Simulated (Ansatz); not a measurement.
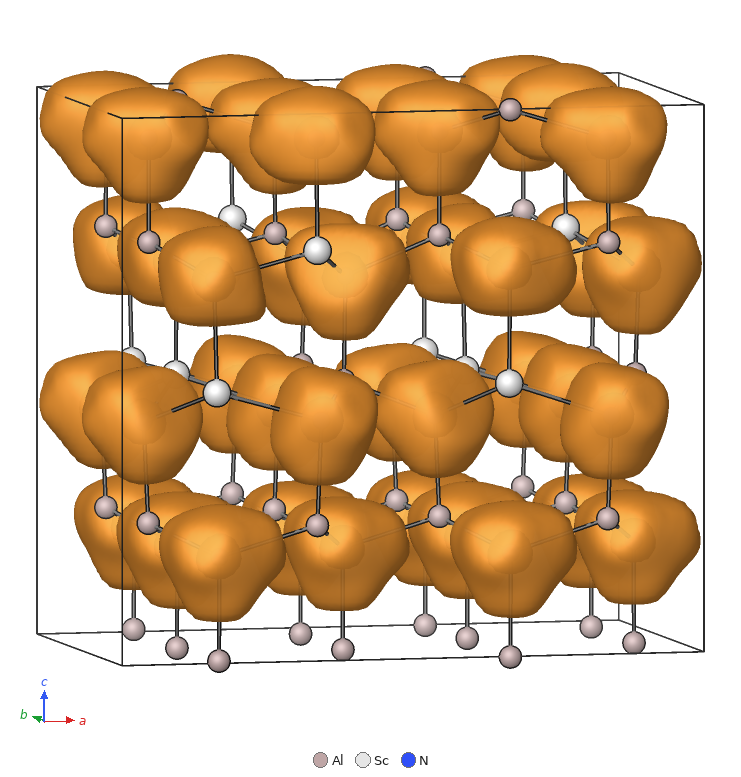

Figure. Sc$_{3}$Al$_{13}$N$_{16}$. Isosurface of the electron localisation function at 0.65 (orange), seen at an oblique angle. Only the valence region is drawn (cores and ρ < 0.01 e/Å³ removed). Sticks mark near contacts.

Space group Cm; a generated structure, not necessarily the stable one.

The calculation used DFT PBE, scalar-relativistic, plane waves, PAW in Ansatz 0.2.0.

Core electrons are frozen (PAW), and the valence fields are smoothed inside the atomic spheres.

Sc$_{3}$Al$_{13}$N$_{16}$, 64 atoms, a = 11.11 Å, b = 6.42 Å, c = 10.18 Å, α = 90.00°, β = 90.00°, γ = 90.00°.

> Identify the bonds, lone pairs and shells in this picture.

The surface consists of 32 regions on N in which the atom's valence shell and bonds are merged, counted in one cell of 64 atoms. Regions shared between cells count once.

Values along the shortest contacts:
Al–N (1.86 Å): the ELF peaks at about 0.90 in the valence shell of N, 0.8 Å from its nucleus, and is about 0.85 at the midpoint. Sc–N (2.01 Å): the ELF peaks at about 0.85 in the valence shell of N, 0.6 Å from its nucleus, and is about 0.25 at the midpoint; no shared electron pair shows on this line.

> Metal or insulator at this level of theory?

It is gapped, with a Kohn–Sham gap of 3.7 eV on the k-point mesh, an upper bound to the gap of this method.
